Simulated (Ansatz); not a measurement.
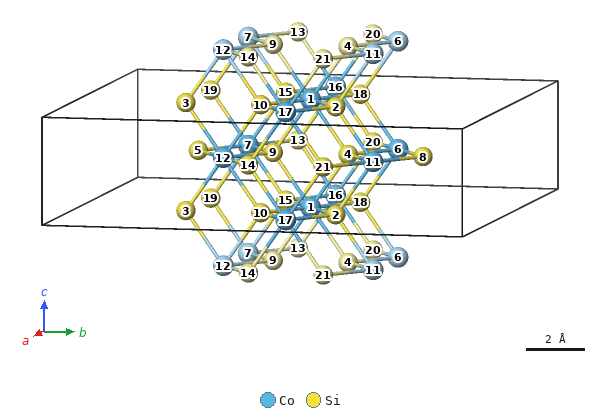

**Figure 1.** The input geometry (ball-and-stick view of the cell of the calculation, with the vacuum cut short, seen slightly off an axis; neighbours outside the cell are drawn fainter; atoms are numbered from 1 in the order of the input). An atom can appear more than once, as a periodic image.

**CoSi2: geometry relaxation (part 1 of 3)**

The run: geometry relaxation of CoSi2 (21 atoms in the cell). Method and program: DFT PBE, scalar-relativistic, plane waves, PAW, no spin polarisation (Ansatz 0.2.0).

The structure derives from an entry of the Crystallography Open Database. It belongs to a series of runs on one base structure; here: wire along [1 1 0], 21 atoms a period. Figures and captions count atoms from 1; the log counts them from 0 in places.

### The program's output
```
Engine: ansatz 0.2.0, x86_64-unknown-linux-gnu
Pseudopotentials: kind: paw
Pseudopotential: Co, paw, valence charge 17, recommended cutoff 420 eV (normal), Co.paw.azcp
Pseudopotential: Si, paw, valence charge 4, recommended cutoff 420 eV (normal), Si.paw.azcp
Functional definition: PBE
  parameter kappa = 0.804
  parameter beta = 0.06672455060314922
  exchange = pbe_x(kappa = kappa, mu = beta*pi^2/3)
  correlation = pbe_c(beta = beta)
Crystal: 21 atoms, lattice volume = 1088.407 Å³
Basis set: ecut = 420 eV, 21359 PW (Γ), exchange–correlation on 240×240×54 points (8 copies of the dense FFT grid, shifted against one another)
Bands: 109, of which v1, the nominal top of the filled ones, is band 88 counted from 1 (87 counted from 0)
Symmetry: 4 space group operations
Space group: Pmm2 (ITA 25), of the structure as read, at distance tolerance 1.0e-4 Å
k-points: 8 of 14
Non-local potential: Co, projectors of the file, l = 0: 3, l = 1: 2, l = 2: 3, l = 3: 1
Non-local potential: Si, projectors of the file, l = 0: 2, l = 1: 2, l = 2: 2
PAW form: soft (Blöchl's): semilocal exchange-correlation on the pseudo side does not see the compensation charge
PAW one-centre angular grid: Co, 590 points (default); XC on 64 Gauss nodes
PAW one-centre angular grid: Si, 110 points (default); XC on 64 Gauss nodes
Initial density: superposition of atomic densities (neutral atoms: chi_scale 0, normalization atom), corrected by the library's trained network
Initial wavefunctions: pseudopotential atomic-orbital guess
Functional: x = pbe(κ = 0.804, μ = 0.2195149727645171), c = pbe(β = 0.06672455060314922)
SCF iter   1: F=—  HF=-44780.308380 eV  |F-HF|=—  |Δ(HF+E_count)|=         —  Δρ=9.56e-3  dr2=1.55e0  ethr=1.77e-3  ⟨swp⟩=8.4  Hψ=4302  notcnv=0  defer=26
preconditioner: auto → LDOS  [metal: Δε(μ)=0.013 eV  Ē_g=5.621 eV  σ=0.050 eV  W_gap=0.15  n_scr=150 (ndim 8)  ℏωp=12.3 eV  f_vac=0.624  D(μ)=12.18/eV (n_scr^D=44)  β→1.0]
SCF iter   2: F=—  HF=-44780.259578 eV  |F-HF|=—  |Δ(HF+E_count)|=   4.88e-2  Δρ=1.30e-2  dr2=1.53e0  ethr=8.88e-4  ⟨swp⟩=2.0  Hψ=1259  notcnv=0  defer=103
SCF iter   3: F=—  HF=-44780.207275 eV  |F-HF|=—  |Δ(HF+E_count)|=   5.23e-2  Δρ=1.75e-3  dr2=3.66e-2  ethr=8.76e-4  ⟨swp⟩=2.0  Hψ=1053  notcnv=0  defer=103
SCF iter   4: F=—  HF=-44780.219142 eV  |F-HF|=—  |Δ(HF+E_count)|=   1.19e-2  Δρ=1.31e-3  dr2=2.47e-2  ethr=2.09e-5  ⟨swp⟩=2.0  Hψ=1320  notcnv=0  defer=103
SCF iter   5: F=—  HF=-44780.221071 eV  |F-HF|=—  |Δ(HF+E_count)|=   1.93e-3  Δρ=9.51e-4  dr2=9.15e-3  ethr=1.41e-5  ⟨swp⟩=2.0  Hψ=1075  notcnv=0  defer=103
SCF iter   6: F=—  HF=-44780.221358 eV  |F-HF|=—  |Δ(HF+E_count)|=   2.86e-4  Δρ=3.12e-4  dr2=1.64e-3  ethr=5.23e-6  ⟨swp⟩=2.0  Hψ=1033  notcnv=0  defer=103
SCF iter   7: F=—  HF=-44780.221715 eV  |F-HF|=—  |Δ(HF+E_count)|=   3.57e-4  Δρ=1.15e-4  dr2=1.62e-4  ethr=9.35e-7  ⟨swp⟩=2.0  Hψ=951  notcnv=0  defer=103
SCF iter   8: F=—  HF=-44780.221803 eV  |F-HF|=—  |Δ(HF+E_count)|=   8.85e-5  Δρ=7.91e-5  dr2=6.46e-5  ethr=9.27e-8  ⟨swp⟩=2.0  Hψ=1171  notcnv=0  defer=103
SCF iter   9: F=—  HF=-44780.221334 eV  |F-HF|=—  |Δ(HF+E_count)|=   4.69e-4  Δρ=2.18e-5  dr2=6.25e-6  ethr=3.69e-8  ⟨swp⟩=1.8  Hψ=970  notcnv=0  defer=103
SCF iter  10: F=—  HF=-44780.221342 eV  |F-HF|=—  |Δ(HF+E_count)|=   7.97e-6  Δρ=1.12e-5  dr2=1.24e-6  ethr=3.57e-9  ⟨swp⟩=2.1  Hψ=1207  notcnv=0  defer=103
SCF iter  11: F=—  HF=-44780.221344 eV  |F-HF|=—  |Δ(HF+E_count)|=   2.09e-6  Δρ=4.91e-6  dr2=2.62e-7  ethr=7.08e-10  ⟨swp⟩=2.1  Hψ=1152  notcnv=0  defer=103
SCF iter  12: F=-44780.221344 eV  HF=-44780.221344 eV  |F-HF|=2.32e-8  |Δ(HF+E_count)|=   2.81e-7  Δρ=1.82e-6  dr2=3.53e-8  ethr=5.71e-11  ⟨swp⟩=26.2  Hψ=7796  notcnv=0
SCF 1 converged in 12 iterations: F = -44780.221344 eV  dr2 = 3.53e-8
  greatest PAW one-centre occupation: 1.001 electrons in one spin orbital (limit 2), on the Co atom at site 10 (counted from 0), in its partial waves of l = 1
relax step   1: F+E_penalty+E_count = -44780.22134438 eV  Δ(F+E_penalty+E_count) = +0.000e0 eV  max|allowed force component| = 1.318e0 eV/Å  Δτ_max = 0.0000 Å  P = -1.694 GPa  Ω = 1088.407 Å³  fix = [a, b, alpha, beta, gamma]  reactions: a -1.516, b -1.626 GPa  (12 SCF iters, dr2 threshold 1.00e-7 eV, accepted)
Crystal: 21 atoms, lattice volume = 1078.297 Å³
Basis set: ecut = 420 eV, 21143 PW (Γ), exchange–correlation on 240×240×54 points (8 copies of the dense FFT grid, shifted against one another)
Initial density: handed on by an earlier stage of this run
Initial wavefunctions: those handed on with the density
iter 1 solved again at ethr=7.51e-5 eV; its pass at ethr=3.10e-3 eV (dr2=1.31e-1 eV) is discarded
SCF iter   1: F=—  HF=-44780.730790 eV  |F-HF|=—  |Δ(HF+E_count)|=         —  Δρ=2.28e-3  dr2=1.35e-1  ethr=7.51e-5  ⟨swp⟩=5.9  Hψ=4257  notcnv=0  defer=1
preconditioner: auto → LDOS  [insulator: Δε(μ)=0.062 eV  Ē_g=5.806 eV  σ=0.050 eV  W_gap=0.59  n_scr=146 (ndim 8)  ℏωp=12.3 eV  f_vac=0.631  D(μ)=10.20/eV (n_scr^D=36)  ε∞_Penn≈5.5  β→1.0]
SCF iter   2: F=—  HF=-44780.736526 eV  |F-HF|=—  |Δ(HF+E_count)|=   5.74e-3  Δρ=3.69e-3  dr2=1.95e-1  ethr=7.51e-5  ⟨swp⟩=4.0  Hψ=1613  notcnv=0
SCF iter   3: F=—  HF=-44780.711075 eV  |F-HF|=—  |Δ(HF+E_count)|=   2.55e-2  Δρ=1.95e-3  dr2=3.27e-2  ethr=7.51e-5  ⟨swp⟩=2.5  Hψ=1438  notcnv=0  defer=29
SCF iter   4: F=—  HF=-44780.709972 eV  |F-HF|=—  |Δ(HF+E_count)|=   1.10e-3  Δρ=1.21e-3  dr2=1.58e-2  ethr=1.87e-5  ⟨swp⟩=2.0  Hψ=1367  notcnv=0  defer=49
SCF iter   5: F=—  HF=-44780.709573 eV  |F-HF|=—  |Δ(HF+E_count)|=   3.99e-4  Δρ=6.21e-4  dr2=4.35e-3  ethr=9.05e-6  ⟨swp⟩=1.8  Hψ=1024  notcnv=0  defer=49
SCF iter   6: F=—  HF=-44780.709343 eV  |F-HF|=—  |Δ(HF+E_count)|=   2.29e-4  Δρ=2.86e-4  dr2=9.71e-4  ethr=2.49e-6  ⟨swp⟩=1.9  Hψ=919  notcnv=0  defer=49
SCF iter   7: F=—  HF=-44780.708958 eV  |F-HF|=—  |Δ(HF+E_count)|=   3.86e-4  Δρ=1.28e-4  dr2=1.81e-4  ethr=5.55e-7  ⟨swp⟩=2.0  Hψ=1139  notcnv=0  defer=49
SCF iter   8: F=—  HF=-44780.709027 eV  |F-HF|=—  |Δ(HF+E_count)|=   6.94e-5  Δρ=3.75e-5  dr2=1.82e-5  ethr=1.03e-7  ⟨swp⟩=2.0  Hψ=1048  notcnv=0  defer=49
SCF iter   9: F=—  HF=-44780.709049 eV  |F-HF|=—  |Δ(HF+E_count)|=   2.12e-5  Δρ=2.50e-5  dr2=6.31e-6  ethr=1.04e-8  ⟨swp⟩=2.0  Hψ=1233  notcnv=0  defer=49
iter 10 did not close the SCF: its close was put off until two iterations running show no level that it waits for move by more than its bar (scf_convergence_deferred on its scf_iter line)
SCF iter  10: F=-44780.709056 eV  HF=-44780.709055 eV  |F-HF|=1.07e-6  |Δ(HF+E_count)|=   5.96e-6  Δρ=1.07e-5  dr2=1.44e-6  ethr=1.20e-9  ⟨swp⟩=22.2  Hψ=9184  notcnv=0
iter 11 did not close the SCF: its close was put off until two iterations running show no level that it waits for move by more than its bar (scf_convergence_deferred on its scf_iter line)
SCF iter  11: F=-44780.709057 eV  HF=-44780.709057 eV  |F-HF|=3.25e-8  |Δ(HF+E_count)|=   1.99e-6  Δρ=4.72e-6  dr2=2.84e-7  ethr=8.20e-10  ⟨swp⟩=12.5  Hψ=7191  notcnv=0
SCF iter  12: F=-44780.709057 eV  HF=-44780.709057 eV  |F-HF|=1.35e-7  |Δ(HF+E_count)|=   6.06e-8  Δρ=2.73e-6  dr2=8.15e-8  ethr=1.62e-10  ⟨swp⟩=10.2  Hψ=6916  notcnv=0
the search or the solves at the SCF's close seem to have found levels that the self-consistency loop had missed (the run counts 1). By its estimate they hold under 1e-12 electrons; where the run keeps them, the occupations were computed again with them
SCF 2 converged in 12 iterations: F = -44780.709057 eV  dr2 = 8.15e-8
relax step   2: F+E_penalty+E_count = -44780.70905671 eV  Δ(F+E_penalty+E_count) = -4.877e-1 eV  max|allowed force component| = 6.026e-1 eV/Å  Δτ_max = 0.1026 Å  P = -0.762 GPa  Ω = 1078.297 Å³  energy of the carried Pulay correction = +1.045e-3 eV  fix = [a, b, alpha, beta, gamma]  reactions: a -0.660, b -0.643 GPa  (12 SCF iters, dr2 threshold 2.10e-6 eV, accepted)
[... from here on the SCF iterations and repeated set-up lines of each step are left out, up to the last step ...]
SCF 3 converged in 10 iterations: F = -44780.876084 eV  dr2 = 9.72e-7
relax step   3: F+E_penalty+E_count = -44780.87608371 eV  Δ(F+E_penalty+E_count) = -1.670e-1 eV  max|allowed force component| = 3.569e-1 eV/Å  Δτ_max = 0.0895 Å  P = +0.191 GPa  Ω = 1063.739 Å³  energy of the carried Pulay correction = +2.567e-3 eV  fix = [a, b, alpha, beta, gamma]  reactions: a +0.299, b +0.242 GPa  (10 SCF iters, dr2 threshold 2.10e-6 eV, accepted)
SCF 4 converged in 10 iterations: F = -44780.846012 eV  dr2 = 5.53e-7
relax step   4: F+E_penalty+E_count = -44780.84601225 eV  Δ(F+E_penalty+E_count) = +3.007e-2 eV  max|allowed force component| = 2.926e-1 eV/Å  Δτ_max = 0.1332 Å  P = -0.142 GPa  Ω = 1054.420 Å³  energy of the carried Pulay correction = +3.553e-3 eV  fix = [a, b, alpha, beta, gamma]  (10 SCF iters, dr2 threshold 2.10e-6 eV, rejected (line search))
SCF 5 converged in 14 iterations: F = -44780.905867 eV  dr2 = 5.25e-11
relax step   5: F+E_penalty+E_count = -44780.90586668 eV  Δ(F+E_penalty+E_count) = -2.978e-2 eV  max|allowed force component| = 7.810e-2 eV/Å  Δτ_max = 0.0541 Å  P = -0.020 GPa  Ω = 1058.194 Å³  energy of the carried Pulay correction = +3.153e-3 eV  fix = [a, b, alpha, beta, gamma]  reactions: a -0.008, b +0.031 GPa  (14 SCF iters, accepted)
SCF 6 converged in 10 iterations: F = -44780.918767 eV  dr2 = 1.79e-7
relax step   6: F+E_penalty+E_count = -44780.91876652 eV  Δ(F+E_penalty+E_count) = -1.290e-2 eV  max|allowed force component| = 9.728e-2 eV/Å  Δτ_max = 0.0492 Å  P = -0.077 GPa  Ω = 1049.535 Å³  energy of the carried Pulay correction = +4.072e-3 eV  fix = [a, b, alpha, beta, gamma]  reactions: a +0.012, b -0.103 GPa  (10 SCF iters, dr2 threshold 3.81e-7 eV, accepted)
SCF 7 converged in 10 iterations: F = -44780.921811 eV  dr2 = 2.66e-7
relax step   7: F+E_penalty+E_count = -44780.92181145 eV  Δ(F+E_penalty+E_count) = -3.045e-3 eV  max|allowed force component| = 8.476e-2 eV/Å  Δτ_max = 0.0351 Å  P = -0.023 GPa  Ω = 1042.484 Å³  energy of the carried Pulay correction = +4.827e-3 eV  fix = [a, b, alpha, beta, gamma]  reactions: a -0.071, b -0.025 GPa  (10 SCF iters, dr2 threshold 5.91e-7 eV, accepted)
SCF 8 converged in 11 iterations: F = -44780.918690 eV  dr2 = 1.43e-8
relax step   8: F+E_penalty+E_count = -44780.91868950 eV  Δ(F+E_penalty+E_count) = +3.122e-3 eV  max|allowed force component| = 1.047e-1 eV/Å  Δτ_max = 0.0386 Å  P = +0.007 GPa  Ω = 1050.069 Å³  energy of the carried Pulay correction = +4.015e-3 eV  fix = [a, b, alpha, beta, gamma]  (11 SCF iters, dr2 threshold 4.49e-7 eV, rejected (line search))
SCF 9 converged in 18 iterations: F = -44780.924819 eV  dr2 = 5.77e-12
relax step   9: F+E_penalty+E_count = -44780.92481882 eV  Δ(F+E_penalty+E_count) = -3.007e-3 eV  max|allowed force component| = 1.804e-2 eV/Å  Δτ_max = 0.0187 Å  P = +0.004 GPa  Ω = 1045.647 Å³  energy of the carried Pulay correction = +4.488e-3 eV  fix = [a, b, alpha, beta, gamma]  reactions: a +0.000, b +0.004 GPa  (18 SCF iters, accepted)
Basis set: ecut = 420 eV, 20367 PW (Γ), exchange–correlation on 240×240×50 points (8 copies of the dense FFT grid, shifted against one another)
Initial wavefunctions: pseudopotential atomic-orbital guess (no wavefunctions were taken with the density)
iter 1 solved again at ethr=8.16e-6 eV; its pass at ethr=3.10e-3 eV (dr2=1.43e-2 eV) is discarded
SCF iter   1: F=—  HF=-44780.922030 eV  |F-HF|=—  |Δ(HF+E_count)|=         —  Δρ=6.59e-5  dr2=5.60e-6  ethr=8.16e-6  ⟨swp⟩=4.8  Hψ=6883  notcnv=0
eigensolver tolerance schedule: the retry pair's looser diagonalisation over-reported the residual by 2548.02 of it (diagonalisation noise at an unbounded share of the residual, at the tolerance the schedule requests for it); recorded, not acted on — ethr = c·dr2/N_el stays at c = 1.0e-1
preconditioner: auto → LDOS  [metal: Δε(μ)=0.037 eV  Ē_g=5.909 eV  σ=0.050 eV  W_gap=0.37  n_scr=142 (ndim 8)  ℏωp=12.5 eV  f_vac=0.629  D(μ)=7.48/eV (n_scr^D=28)  β→1.0]
SCF iter   2: F=—  HF=-44780.921517 eV  |F-HF|=—  |Δ(HF+E_count)|=   5.13e-4  Δρ=8.87e-5  dr2=7.46e-5  ethr=3.20e-9  ⟨swp⟩=4.0  Hψ=2491  notcnv=0
SCF iter   3: F=—  HF=-44780.921505 eV  |F-HF|=—  |Δ(HF+E_count)|=   1.17e-5  Δρ=9.33e-5  dr2=6.14e-5  ethr=3.20e-9  ⟨swp⟩=3.2  Hψ=1799  notcnv=0
SCF iter   4: F=—  HF=-44780.921511 eV  |F-HF|=—  |Δ(HF+E_count)|=   6.09e-6  Δρ=4.67e-5  dr2=1.73e-5  ethr=3.20e-9  ⟨swp⟩=2.6  Hψ=1622  notcnv=0
SCF iter   5: F=—  HF=-44780.921511 eV  |F-HF|=—  |Δ(HF+E_count)|=   5.44e-7  Δρ=2.12e-5  dr2=4.10e-6  ethr=3.20e-9  ⟨swp⟩=2.0  Hψ=1158  notcnv=0
SCF iter   6: F=—  HF=-44780.921511 eV  |F-HF|=—  |Δ(HF+E_count)|=   2.88e-7  Δρ=7.39e-6  dr2=6.00e-7  ethr=2.34e-9  ⟨swp⟩=1.1  Hψ=873  notcnv=0
SCF iter   7: F=—  HF=-44780.921512 eV  |F-HF|=—  |Δ(HF+E_count)|=   6.78e-7  Δρ=1.77e-6  dr2=4.41e-8  ethr=3.43e-10  ⟨swp⟩=2.0  Hψ=1271  notcnv=0
SCF iter   8: F=—  HF=-44780.921512 eV  |F-HF|=—  |Δ(HF+E_count)|=   3.35e-7  Δρ=1.07e-6  dr2=1.17e-8  ethr=2.52e-11  ⟨swp⟩=2.2  Hψ=1296  notcnv=0
SCF iter   9: F=—  HF=-44780.921512 eV  |F-HF|=—  |Δ(HF+E_count)|=   1.93e-8  Δρ=3.87e-7  dr2=1.92e-9  ethr=6.69e-12  ⟨swp⟩=2.5  Hψ=1291  notcnv=0
SCF iter  10: F=—  HF=-44780.921512 eV  |F-HF|=—  |Δ(HF+E_count)|=   6.48e-9  Δρ=2.83e-7  dr2=6.61e-10  ethr=1.10e-12  ⟨swp⟩=2.0  Hψ=1238  notcnv=0
SCF iter  11: F=—  HF=-44780.921512 eV  |F-HF|=—  |Δ(HF+E_count)|=   2.22e-9  Δρ=1.35e-7  dr2=1.65e-10  ethr=1.00e-12  ⟨swp⟩=1.6  Hψ=915  notcnv=0
SCF iter  12: F=-44780.921512 eV  HF=-44780.921512 eV  |F-HF|=1.53e-10  |Δ(HF+E_count)|=  8.95e-10  Δρ=7.82e-8  dr2=5.21e-11  ethr=1.00e-12  ⟨swp⟩=12.4  Hψ=5022  notcnv=0
SCF 10 converged in 12 iterations: F = -44780.921512 eV  dr2 = 5.21e-11
relax step  10: F+E_penalty+E_count = -44780.92151192 eV  Δ(F+E_penalty+E_count) = +3.307e-3 eV  max|allowed force component| = 1.803e-2 eV/Å  Δτ_max = 0.0000 Å  P = +0.000 GPa  Ω = 1045.647 Å³  fix = [a, b, alpha, beta, gamma]  reactions: a -0.002, b +0.002 GPa  stress off target by 2.11e-4 GPa on what of the cell is left free  SCF on the basis re-selected at this cell (its energy is not comparable with the rows above)  (12 SCF iters)
```

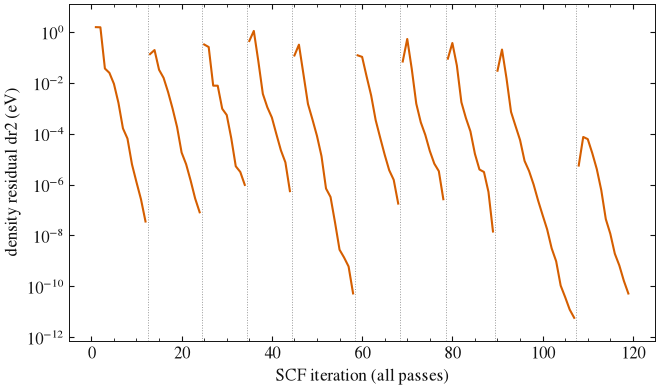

**Figure 2.** Convergence of the self-consistent field: density residual dr2 against the SCF iteration. The dotted lines part the SCF passes of the relaxation: geometry steps, rejected trials and re-solves on a re-selected basis. The 10 passes take 10 to 18 iterations each, 119 in all.

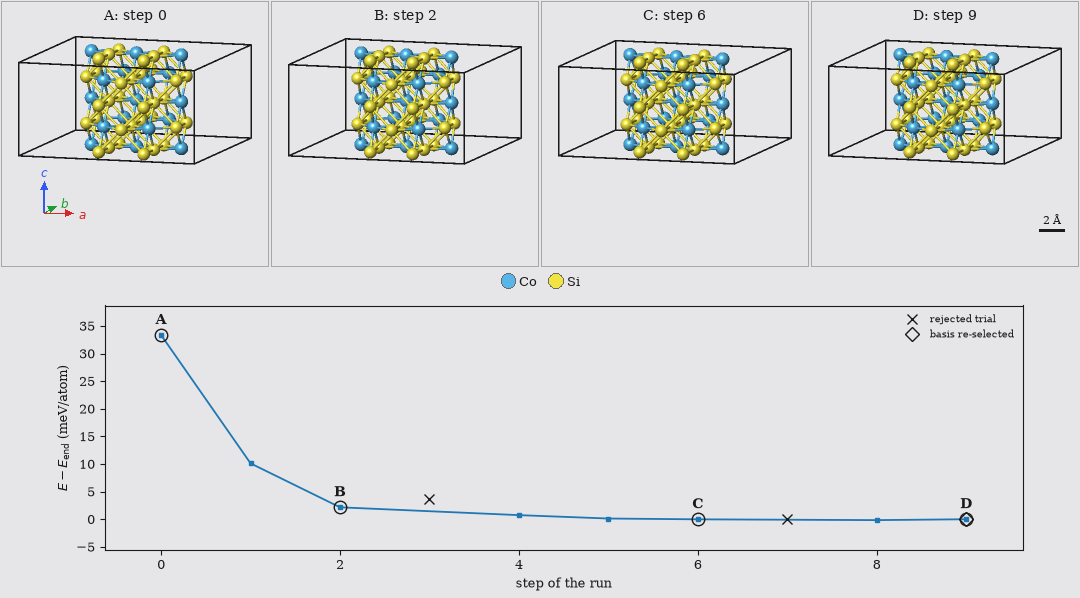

**Figure 3.** Frames of the relaxation (ball-and-stick view of the 2 repeat of the cell, with the vacuum cut short, seen slightly off an axis) above the curves, on which the letters mark them (the first geometry is step 0 here and step 1 in the log).
